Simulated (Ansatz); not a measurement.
## Electronic structure of Ni in real space

```
CELL_PARAMETERS angstrom
2.44766 0.00000 0.00000
-1.22383 2.11974 0.00000
0.00000 0.00000 4.06778
ATOMIC_POSITIONS crystal
Ni 0.33333 0.66667 0.25000
Ni 0.66667 0.33333 0.75000
```

Space group P6₃/mmc; spin-polarised.

All numbers below come from DFT r2SCAN, scalar-relativistic, plane waves, PAW in Ansatz 0.2.0.

The density is the valence pseudo-density of a PAW calculation; it isn't the true density close to the nuclei.

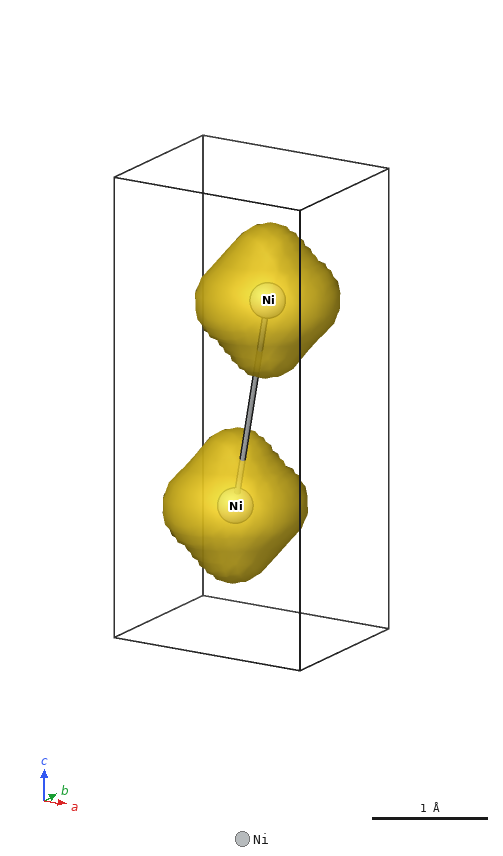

Figure 1. Isosurface of the magnetisation density (up minus down) at +0.2 e/Å³ (yellow), seen slightly off an axis. Sticks mark near contacts.

Question: Describe the spin distribution.

Answer: The spin density sits on Ni: +0.8 μB (×2) in one cell of 2 atoms: parallel main moments (a ferromagnetic arrangement) in this solution. The cell of the calculation (2 atoms) carries 1.5 μB of net spin moment.

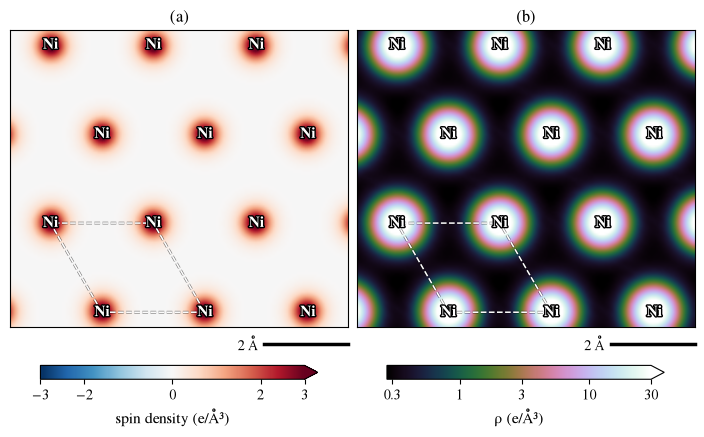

Figure 2. (a) magnetisation density (up minus down); (b) valence charge density (pseudo) on the (001) plane of the conventional cell.

Question: Read the bonding off the picture.

Answer: Atoms in the plane: Ni.
Ni–Ni (2.45 Å): ρ is about 0.36 e/Å³ halfway.
Between the atoms the lowest density in this plane is 0.27 e/Å³.

Question: Does the calculation give a band gap?

Answer: It is gapless in this calculation (a metal or semimetal).
